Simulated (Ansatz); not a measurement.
# Run report: B6As, geometry relaxation (part 2 of 2)

B6As (R-3m, 14 atoms in the cell); DFT r2SCAN, scalar-relativistic, plane waves, PAW, no spin polarisation (Ansatz 0.2.0); cutoff 500 eV, 6×6×6 k-mesh, Gaussian smearing of 0.02 eV. The structure derives from a Materials Project entry. It belongs to a series of runs on one base structure; here: structure listed in a database for this formula (R-3m, No. 166).

Geometry of the input (Å; fractional positions):
```
3.0684  1.7716  3.9649
-3.0684  1.7716  3.9649
0.0000  -3.5431  3.9649
B  0.0153  0.0153  0.3249
B  0.0153  0.3249  0.0153
B  0.8219  0.2725  0.8219
B  0.8219  0.8219  0.2725
B  0.2725  0.8219  0.8219
B  0.7275  0.1781  0.1781
B  0.1781  0.7275  0.1781
B  0.1781  0.1781  0.7275
B  0.9847  0.6751  0.9847
B  0.9847  0.9847  0.6751
B  0.6751  0.9847  0.9847
B  0.3249  0.0153  0.0153
As 0.6006  0.6006  0.6006
As 0.3994  0.3994  0.3994
```

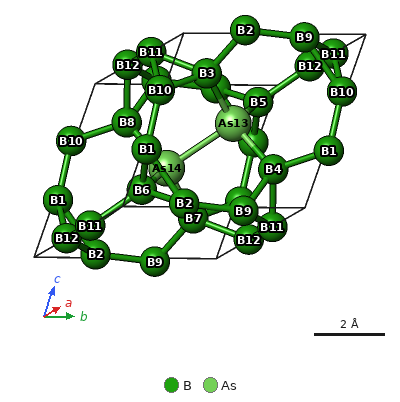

The geometry at step 2 of the log (ball-and-stick view of the cell of the calculation, seen at an oblique angle; atoms are numbered from 1 in the order of the input).

Output, continued
```
relax step   4: F+E_penalty+E_count = -11610.74292362 eV  Δ(F+E_penalty+E_count) = +2.700e-5 eV  max|allowed force component| = 4.950e-3 eV/Å  Δτ_max = 0.0000 Å  P = -0.001 GPa  Ω = 129.133 Å³  stress off target by 1.15e-2 GPa  SCF on the basis re-selected at this cell (its energy is not comparable with the rows above)  (5 SCF iters)
basis re-selected at this cell: Δ(F+E_penalty+E_count) = +2.700e-5 eV, ΔP = -0.000 GPa vs the last step (what re-selecting the basis moved, of the pressure what is left beyond the Pulay correction that the steps carried, after the strain that the cell walked since its last selection, with what the two solves' SCF thresholds leave and, on support functions, any second-order correction that the steps lacked; it is no measure of the basis error at this ecutwfc). This SCF's stress stands 1.15e-2 GPa from its target on what of the cell is left free (relax.cell.stress_tol is 5.00e-2 GPa) and its largest allowed force component is 4.95e-3 eV/Å (relax.f_tol is 1.00e-2 eV/Å): within both
SCF converged after 5 iterations
Free energy (F): -11610.742924 eV
Harris-Foulkes:  -11610.742924 eV  (|F-HF|=5.46e-12)
Internal energy: -11610.742924 eV  (E = F + TS)
E sigma→0 (E₀):  -11610.742924 eV
Fermi energy:    9.731976 eV
--- Per-component energies (eV) ---
  E_band       = -420.364222
  E_kinetic    = 801.476642
  E_local      = -4296.949183  (includes V_loc(G=0)·N_el)
  E_nonlocal   = -1205.403918
  E_hartree    = 2256.786556
  E_xc         = -528.563321
  E_vxc        = -668.310370  (∫ρ·V_xc dr)
  E_paw        = -4658.232334  (= ΣΔE_a)
  E_vpaw       = 403.074675  (= ΣTr[D̂ρ^β])
  E_aug_tail   = -0.000031  (compensation charges beyond the density's cutoff)
  E_vtau       = 32.174885  (kinetic-family band-sum trace: ∫τ·v_τ [+ j·A + Jᵃ·Aᵃ] dr)
  E_ewald      = -3976.721215
  E_core_change = -3.136120  (= ΣΔE_core)
  E_smearing   = -0.000000  (= −TS)
  E_closure    = 0.000000  (closes the sum)
  Σ components = -11610.742924   (vs F -11610.742924, Δ=0.00e0)
--- Forces (eV/Å), atoms counted from 1 ---
  atom   1  B     -0.00000000    -0.00157380    -0.00349003
  atom   2  B     -0.00136295     0.00078690    -0.00349003
  atom   3  B      0.00248901    -0.00143703     0.00073697
  atom   4  B      0.00000000     0.00287406     0.00073697
  atom   5  B     -0.00248901    -0.00143703     0.00073697
  atom   6  B      0.00248901     0.00143703    -0.00073697
  atom   7  B     -0.00248901     0.00143703    -0.00073697
  atom   8  B     -0.00000000    -0.00287406    -0.00073697
  atom   9  B      0.00136295    -0.00078690     0.00349003
  atom  10  B      0.00000000     0.00157380     0.00349003
  atom  11  B     -0.00136295    -0.00078690     0.00349003
  atom  12  B      0.00136295     0.00078690    -0.00349003
  atom  13  As     0.00000000     0.00000000     0.00495031
  atom  14  As    -0.00000000    -0.00000000    -0.00495031
  max |Σ_I F_I| component: 1.21e-17 eV/Å
--- Stress (GPa, compression-positive) ---
       -0.006649       0.000000       0.000000
        0.000000      -0.006649       0.000000
        0.000000       0.000000       0.011453
  P = ⅓ Tr σ = -0.0006 GPa (-0.006 kbar)
--- Band table (eV; the first three rows and the last of 32) ---
  k-point 0: bands = ["-27.2153", "-27.1177", "-27.1177", "-27.0642", "-27.0642", "-27.0579", "-27.0208", "-27.0208", "-27.0157", "-27.0157", "-7.2583", "-3.9908", "-2.3973", "-2.3973", "-2.2113", "-1.0609", "0.4642", "0.4642", "1.7536", "1.7536", "2.3515", "3.5298", "3.6942", "3.6942", "4.7083", "5.9582", "6.0514", "6.0514", "6.9291", "8.0743", "8.0743", "8.2154", "8.2154", "13.0871", "13.3863", "13.3863", "13.5808", "14.5401", "14.5401", "15.8647", "16.1044", "16.3564", "17.0864", "17.1882", "17.1882", "17.4465", "17.6663"]
  k-point 1: bands = ["-27.2153", "-27.1178", "-27.1177", "-27.0642", "-27.0642", "-27.0579", "-27.0209", "-27.0206", "-27.0159", "-27.0156", "-7.1479", "-4.3564", "-2.4015", "-2.3385", "-2.1081", "-1.3211", "0.5670", "0.8034", "1.5045", "2.0992", "2.4591", "2.8952", "4.1648", "4.6217", "5.0078", "5.3057", "5.5137", "6.1671", "7.3012", "7.6556", "7.8244", "7.9077", "8.2250", "12.7811", "13.2284", "13.6862", "13.7803", "14.5707", "14.7407", "15.6225", "15.6679", "16.0947", "16.8084", "17.0891", "17.1729", "17.5394", "17.7147"]
  k-point 2: bands = ["-27.2153", "-27.1179", "-27.1177", "-27.0643", "-27.0641", "-27.0579", "-27.0210", "-27.0203", "-27.0161", "-27.0154", "-6.8545", "-5.0324", "-2.4250", "-2.4064", "-1.7792", "-1.6285", "0.6286", "0.9848", "1.3977", "2.3950", "2.9863", "3.4568", "4.0620", "4.4846", "5.2407", "5.8158", "5.9150", "6.4159", "6.5208", "6.6002", "7.3300", "7.6118", "8.2103", "11.8408", "13.1595", "13.3559", "13.8371", "14.5968", "15.1040", "15.4314", "16.0033", "16.4457", "16.5487", "16.9540", "17.3869", "17.8505", "17.9152"]
  k-point 31: bands = ["-27.2153", "-27.1180", "-27.1180", "-27.0642", "-27.0642", "-27.0580", "-27.0202", "-27.0202", "-27.0160", "-27.0160", "-6.5292", "-4.5305", "-2.7121", "-2.7121", "-2.6371", "-2.6044", "0.1969", "0.1969", "2.6797", "2.6797", "3.1454", "4.5034", "5.1794", "5.1794", "5.5817", "5.5817", "6.4614", "6.5014", "7.4374", "7.4374", "7.4643", "7.4643", "8.2931", "11.2644", "12.2537", "12.3310", "13.2115", "13.2115", "14.6441", "14.6441", "15.2099", "15.3363", "15.4730", "15.4730", "15.9740", "15.9740", "18.6456"]
--- Relaxed structure (3 steps of the walk, 3 accepted, 1 SCFs on fresh bases) ---
  F+E_penalty+E_count = -11610.74292362 eV   max|allowed force component| = 4.950e-3 eV/Å   (the final SCF, on the basis selected at the relaxed cell)
  cell:  # Å, volume = 129.1326 Å³
    - [3.0661280426443787, 1.77022985080726, 3.9651959123173994]
    - [-3.0661280426443787, 1.77022985080726, 3.9651959123173994]
    - [-1.0006657684114589e-19, -3.5404597015645165, 3.965195912339723]
  atoms:
    - { symbol: B, position: [0.015101814273953934, 0.015101814273953934, 0.3249404240381406] }
    - { symbol: B, position: [0.01510181427395392, 0.32494042403814055, 0.015101814273953934] }
    - { symbol: B, position: [0.8217379163311895, 0.2727458777731844, 0.8217379163311895] }
    - { symbol: B, position: [0.8217379163311895, 0.8217379163311895, 0.2727458777731844] }
    - { symbol: B, position: [0.2727458777731844, 0.8217379163311895, 0.8217379163311895] }
    - { symbol: B, position: [0.7272541222268155, 0.17826208366881036, 0.1782620836688104] }
    - { symbol: B, position: [0.17826208366881036, 0.7272541222268155, 0.1782620836688104] }
    - { symbol: B, position: [0.17826208366881038, 0.17826208366881038, 0.7272541222268156] }
    - { symbol: B, position: [0.9848981857260461, 0.6750595759618594, 0.9848981857260461] }
    - { symbol: B, position: [0.984898185726046, 0.984898185726046, 0.6750595759618594] }
    - { symbol: B, position: [0.6750595759618594, 0.9848981857260461, 0.9848981857260461] }
    - { symbol: B, position: [0.32494042403814055, 0.01510181427395392, 0.015101814273953934] }
    - { symbol: As, position: [0.6003546059867008, 0.6003546059867008, 0.6003546059867009] }
    - { symbol: As, position: [0.39964539401329896, 0.39964539401329896, 0.39964539401329896] }
```

Trajectory as extended XYZ (Å, eV, eV/Å), 4 frames, from step=1 to step=4
```
14
Lattice="3.0684 1.7716 3.9649 -3.0684 1.7716 3.9649 0.0000 -3.5431 3.9649" Properties=species:S:1:pos:R:3:forces:R:3 step=1 energy=-11610.74247 pressure_GPa=-0.30
B     0.0000   -1.0969    1.4094    0.0000  -0.0095  -0.0192
B    -0.9499    0.5485    1.4094   -0.0082   0.0048  -0.0192
B     1.6857   -0.9732    7.5976   -0.0182   0.0105  -0.0019
B     0.0000    1.9465    7.5976    0.0000  -0.0210  -0.0019
B    -1.6857   -0.9732    7.5976    0.0182   0.0105  -0.0019
B     1.6857    0.9732    4.2972   -0.0182  -0.0105   0.0019
B    -1.6857    0.9732    4.2972    0.0182  -0.0105   0.0019
B     0.0000   -1.9465    4.2972    0.0000   0.0210   0.0019
B     0.9499   -0.5485   10.4854    0.0082  -0.0048   0.0192
B     0.0000    1.0969   10.4854    0.0000   0.0095   0.0192
B    -0.9499   -0.5485   10.4854   -0.0082  -0.0048   0.0192
B     0.9499    0.5485    1.4094    0.0082   0.0048  -0.0192
As    0.0000    0.0000    7.1435    0.0000   0.0000  -0.0371
As    0.0000    0.0000    4.7514    0.0000   0.0000   0.0371
14
Lattice="3.0663 1.7704 3.9669 -3.0663 1.7704 3.9669 0.0000 -3.5407 3.9669" Properties=species:S:1:pos:R:3:forces:R:3 step=2 energy=-11610.74289 pressure_GPa=-0.10
B     0.0000   -1.0969    1.4090    0.0000  -0.0028  -0.0101
B    -0.9500    0.5485    1.4090   -0.0024   0.0014  -0.0101
B     1.6837   -0.9721    7.6014   -0.0070   0.0041  -0.0008
B     0.0000    1.9442    7.6014    0.0000  -0.0081  -0.0008
B    -1.6837   -0.9721    7.6014    0.0070   0.0041  -0.0008
B     1.6837    0.9721    4.2992   -0.0070  -0.0041   0.0008
B    -1.6837    0.9721    4.2992    0.0070  -0.0041   0.0008
B     0.0000   -1.9442    4.2992    0.0000   0.0081   0.0008
B     0.9500   -0.5485   10.4917    0.0024  -0.0014   0.0101
B     0.0000    1.0969   10.4917    0.0000   0.0028   0.0101
B    -0.9500   -0.5485   10.4917   -0.0024  -0.0014   0.0101
B     0.9500    0.5485    1.4090    0.0024   0.0014  -0.0101
As    0.0000    0.0000    7.1443    0.0000   0.0000   0.0110
As    0.0000    0.0000    4.7564    0.0000   0.0000  -0.0110
14
Lattice="3.0661 1.7702 3.9652 -3.0661 1.7702 3.9652 0.0000 -3.5405 3.9652" Properties=species:S:1:pos:R:3:forces:R:3 step=3 energy=-11610.74295 pressure_GPa=-0.00
B     0.0000   -1.0970    1.4082    0.0000  -0.0016  -0.0035
B    -0.9500    0.5485    1.4082   -0.0014   0.0008  -0.0035
B     1.6833   -0.9718    7.5982    0.0025  -0.0015   0.0007
B     0.0000    1.9437    7.5982    0.0000   0.0029   0.0007
B    -1.6833   -0.9718    7.5982   -0.0025  -0.0015   0.0007
B     1.6833    0.9718    4.2974    0.0025   0.0015  -0.0007
B    -1.6833    0.9718    4.2974   -0.0025   0.0015  -0.0007
B     0.0000   -1.9437    4.2974    0.0000  -0.0029  -0.0007
B     0.9500   -0.5485   10.4874    0.0014  -0.0008   0.0035
B     0.0000    1.0970   10.4874    0.0000   0.0016   0.0035
B    -0.9500   -0.5485   10.4874   -0.0014  -0.0008   0.0035
B     0.9500    0.5485    1.4082    0.0014   0.0008  -0.0035
As    0.0000    0.0000    7.1416    0.0000   0.0000   0.0049
As    0.0000    0.0000    4.7540    0.0000   0.0000  -0.0049
14
Lattice="3.0661 1.7702 3.9652 -3.0661 1.7702 3.9652 0.0000 -3.5405 3.9652" Properties=species:S:1:pos:R:3:forces:R:3 step=4 energy=-11610.74292 pressure_GPa=-0.00
B     0.0000   -1.0970    1.4082    0.0000  -0.0016  -0.0035
B    -0.9500    0.5485    1.4082   -0.0014   0.0008  -0.0035
B     1.6833   -0.9718    7.5982    0.0025  -0.0014   0.0007
B     0.0000    1.9437    7.5982    0.0000   0.0029   0.0007
B    -1.6833   -0.9718    7.5982   -0.0025  -0.0014   0.0007
B     1.6833    0.9718    4.2974    0.0025   0.0014  -0.0007
B    -1.6833    0.9718    4.2974   -0.0025   0.0014  -0.0007
B     0.0000   -1.9437    4.2974    0.0000  -0.0029  -0.0007
B     0.9500   -0.5485   10.4874    0.0014  -0.0008   0.0035
B     0.0000    1.0970   10.4874    0.0000   0.0016   0.0035
B    -0.9500   -0.5485   10.4874   -0.0014  -0.0008   0.0035
B     0.9500    0.5485    1.4082    0.0014   0.0008  -0.0035
As    0.0000    0.0000    7.1416    0.0000   0.0000   0.0050
As    0.0000    0.0000    4.7540    0.0000   0.0000  -0.0050
```

Results in brief

| quantity | value |
| --- | --- |
| outcome | converged |
| space group (tolerance 0.01 Å) | R-3m (166) |
| electrons treated | 66 |
| free energy | −11610.7429 eV |
| Fermi energy | 9.732 eV |
| gap on the k-point mesh | 2.88 eV |
| pressure | 0.00 GPa |
| final volume | 129.13 Å³ |
| largest force (length of the vector) at the end | 0.005 eV/Å |
| final cell | a = 5.316 Å, b = 5.316 Å, c = 5.316 Å, α = 70.45°, β = 70.45°, γ = 70.45° |
| hardware | 1 thread of Intel Xeon @ 2.90GHz (Ice Lake), 192 GiB of memory available, shared host |
| wall time | 85 s |
| peak memory | 0.81 GiB |
